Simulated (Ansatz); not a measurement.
**Nudged elastic band, with input and output: Ca**

System: Ca (defect cell, 19 atoms in the cell).
Method: DFT PBEsol, scalar-relativistic, plane waves, PAW (Ansatz 0.2.0).

The structure derives from an entry of the Crystallography Open Database. It belongs to a series of runs on one base structure; here: band between the two ends.

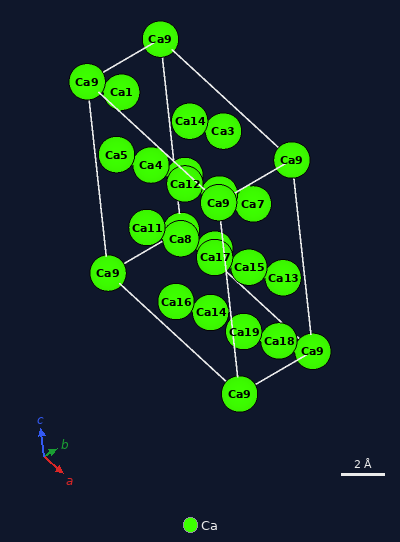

**Figure 1.** The starting structure (spheres-only view of the cell of the calculation, seen slightly off an axis; atoms are numbered from 1 in the order of the input).

### The input
```yaml
crystal:
  lattice:
    - [-5.4546467429, 2.7273233714, 8.1819701143]
    - [-5.4546467429, -2.7273233714, -8.1819701143]
    - [5.4546467429, -8.1819701143, 2.7273233714]
  atoms:
    - { symbol: Ca, position: [0.0514971283, 0.35017785, 0.898974675] }
    - { symbol: Ca, position: [0.2474775467, 0.7485028717, 0.4986807217] }
    - { symbol: Ca, position: [0.548796825, 0.8474775467, 0.898974675] }
    - { symbol: Ca, position: [0.1991236938, 0.401018788, 0.6001424818] }
    - { symbol: Ca, position: [0.1485028717, 0.04982215, 0.701025325] }
    - { symbol: Ca, position: [0.398981212, 0.7991236938, 0.1981049058] }
    - { symbol: Ca, position: [0.6971533849, 0.9028754749, 0.6000288598] }
    - { symbol: Ca, position: [0.35, 0.45, 0.3] }
    - { symbol: Ca, position: [0.0008763062, -0.001018788, -0.0001424818] }
    - { symbol: Ca, position: [0.651203175, 0.5525224533, 0.701025325] }
    - { symbol: Ca, position: [0.3028754749, 0.1028466151, 0.4057220899] }
    - { symbol: Ca, position: [0.6, 0.2, 0.8] }
    - { symbol: Ca, position: [0.85, 0.95, 0.3] }
    - { symbol: Ca, position: [0.5028466151, 0.4971245251, -2.88598e-05] }
    - { symbol: Ca, position: [0.801018788, 0.6008763062, 0.4018950942] }
    - { symbol: Ca, position: [0.44982215, 0.148796825, 0.1013192783] }
    - { symbol: Ca, position: [0.75017785, 0.251203175, 0.4986807217] }
    - { symbol: Ca, position: [0.9525224533, 0.6514971283, 0.1013192783] }
    - { symbol: Ca, position: [0.8971245251, 0.2971533849, 0.1942779101] }
basis:
  ecutwfc: 420
kpoints:
  mp_grid: { grid: [4, 4, 4] }
hamiltonian:
  xc: pbesol
scf:
  occupations: { method: gaussian, width: 0.1 }
output:
  forces: true
neb:
  images: 7
  f_tol: 0.05
  max_iterations: 60
  order_check: false
  final_atoms:
    - { symbol: Ca, position: [0.0471533603, 0.3528754519, 0.9000288122] }
    - { symbol: Ca, position: [0.2471245481, 0.7471533603, 0.4942779084] }
    - { symbol: Ca, position: [0.5491237182, 0.8510187491, 0.9001424673] }
    - { symbol: Ca, position: [0.2, 0.4, 0.6] }
    - { symbol: Ca, position: [0.1510187491, 0.0508762818, 0.7018950309] }
    - { symbol: Ca, position: [0.401497173, 0.8001778359, 0.1989747091] }
    - { symbol: Ca, position: [0.7, 0.9, 0.6] }
    - { symbol: Ca, position: [0.3508762818, 0.4489812509, 0.2998575327] }
    - { symbol: Ca, position: [0.0012031268, 0.0025224639, 0.0010252909] }
    - { symbol: Ca, position: [0.6528754519, 0.5528466397, 0.7057220916] }
    - { symbol: Ca, position: [0.3025224639, 0.101497173, 0.4013193371] }
    - { symbol: Ca, position: [0.5974775361, 0.198502827, 0.7986806629] }
    - { symbol: Ca, position: [0.8528466397, 0.9471245481, 0.2999711878] }
    - { symbol: Ca, position: [0.498502827, 0.4998221641, 0.0010252909] }
    - { symbol: Ca, position: [0.7998221641, 0.5987968732, 0.4013193371] }
    - { symbol: Ca, position: [0.1001778359, -0.2987968732, -0.2013193371] }
    - { symbol: Ca, position: [0.7489812509, 0.2491237182, 0.4981049691] }
    - { symbol: Ca, position: [0.95, 0.65, 0.1] }
    - { symbol: Ca, position: [0.8987968732, 0.2974775361, 0.1989747091] }
  climbing: false
```

Hardware: 4 threads of Arm Neoverse V1, 24 GiB of memory available, shared host.

Run as:
```bash
ansatz run input.yaml --threads 4 --pin off --max-ram 9216MiB --backend cpu --events-out ev --progress --plain --runs-dir out
```

### The program's output
```
Warning: neb: disabling space-group detection — the band's intermediate images generally break the endpoint symmetry, so no spatial operation reduces the k-mesh or symmetrises the density, except that a semilocal band can use its path's symmetry ahead of convergence; time reversal is kept, so that k and −k are solved as one point where they differ and the mesh holds both, and exact exchange and, on two spinor components, a DFT+U term hold to it where the run has them: on two components no moment then forms, and a state that bears one, which a typed moment (crystal.atoms[].spin; refused beside efield: under a hybrid functional) reaches, can lie lower, under hf by electronvolts; crystal.symmetry.detect: false (a key that needs symmetry detection or time reversal refuses this as the deck is read) with time_reversal: false beside it drops time reversal too
Engine: ansatz 0.2.0, aarch64-unknown-linux-gnu
Pseudopotentials: kind: paw
Pseudopotential: Ca, paw, valence charge 10, recommended cutoff 420 eV (normal), Ca.paw.azcp
Functional definition: PBEsol
  exchange = pbesol_x
  correlation = pbesol_c
Error: memory limit exceeded: the `cold-start seed` phase of `band image` needs 9.29 GiB against the run's memory maximum of 9.00 GiB; largest carriers: other images' states 7.78 GiB, wavefunctions 0.97 GiB, unmodelled-tail allowance 0.36 GiB, ion tables 0.09 GiB, plane-wave basis 0.05 GiB; this run sums exchange and correlation above basis.xc_grid: 1 (its plan line states the level, which a resume's fixed deck keeps): xc box scratch, where this phase holds it, is freed by typing basis.xc_grid: 1 where that is served, the dense box, on which forces and the stress change with where the atoms sit on the grid; above 1 it holds sets of fields, each of the dense FFT grid's size, one where xc_sum_sets_ram_shed is told, and more where that grid is small for the threads, which a lower --threads can ease, or where more sets divide its points along the first axis more evenly among the threads; basis.xc_grid: 2 can take less where it holds more than four sets; beside a kernel that the sum folds it holds no such fields, which stand under nonlocal-correlation fold; on files that bring a core charge a lower level frees more under converged xc re-evaluation or converged xc re-evaluation excess, where this phase holds it, and far more under ion tables or, behind the SCF, source scf tables, which hold that charge on the exchange–correlation grid, the cube of the level in points for each point of the dense grid (where the key is left out runs that use forces, runs that use the stress, dielectric runs by a finite field, finite-displacement phonons, runs of phonons.displacement_patterns under a GGA or a meta-GGA, phonons by method: dfpt, dielectric runs by the response, runs on support functions, runs on PAW files under a meta-GGA or a hybrid on one, runs at kind: all_electron or under a hybrid on a GGA, runs under a text's formulas of a gradient, and runs on PAW files that evaluate rPW86 or Becke's exchange or LYP's correlation can take a finer level, which can go by the root key accuracy; a number is taken as typed; a frozen pass over a finer state takes that state's level too); a lower level also moves a phonon response's frequencies, a U that a linear-response series measures and a field's Born charges, by the response (dielectric, § Limitations, in the input reference) or by a finite field; with basis.ecutrho_ratio left out a phonons.method: dfpt run under a GGA can take a denser grid at level 1, and more memory; under checkpoint.post_process_only, output.atomic_orbital_hamiltonian's pass stands at its saved state's level: that level is lowered only in the run that saves the state, and a lower --threads takes less chiefly on a dense grid that is small for the threads; a later phase of this entry needs more than this one; a band keeps every image's converged state in memory, so fewer neb.images hold less (not on a resume, whose deck is fixed); wavefunction blocks cannot be spilled: a `neb` calculation is not among those that spill (`scf`, `evaluate`, and `md` and `relax` at a fixed cell)
with nothing else changed it takes a maximum of at least 9.29 GiB, with nothing to spare, and 10.22 GiB leaves up to a tenth: --max-ram 10.22GiB where that set the maximum, else more of the term that did, and with no share typed, where 10.22 GiB is over 0.88 of the host's memory or its container's limit, a share of 0.88 or more that holds the maximum too (--max-ram-frac F), where one does; The budget is ten elevenths of this run's memory maximum, which was set by `override`, `--max-ram`. Only more of that lifts it, as far as the next of its terms, where there is one: `probe`, the memory found free on the host or within its container's limit (plus what this process already holds); `hard-limit-fraction`, `--max-ram-frac`'s share of the host's memory or its container's limit, at most the whole. Or run on fewer --threads (every phase holds memory for each worker), or reduce the deck (k-points, bands, cutoff, basis.xc_grid; a resume cannot: its deck is fixed); --dry-run prints the memory plan (there is none under scf.eigensolver.kind: dense, nor of a phonons: deck that is refused for the q-mesh of its integrals; under relax.cell it leaves out what runs after the relaxation; the manual's page Python interface lists what else it leaves out, under The engine at run.memory_plan())
```

### What the run reported

| quantity | value |
| --- | --- |
| outcome | refused by the program |

### Diagnosis

The program refused the input: “memory limit exceeded: the `cold-start seed` phase of `band image` needs 9.29 GiB against the run's memory maximum of 9.00 GiB; largest carriers: other images' states 7.78 GiB, wavefunctions 0.97 GiB, unmodelled-tail allowance 0.36 GiB, ion tables 0.09 GiB, plane-wave basis 0.05 GiB …”
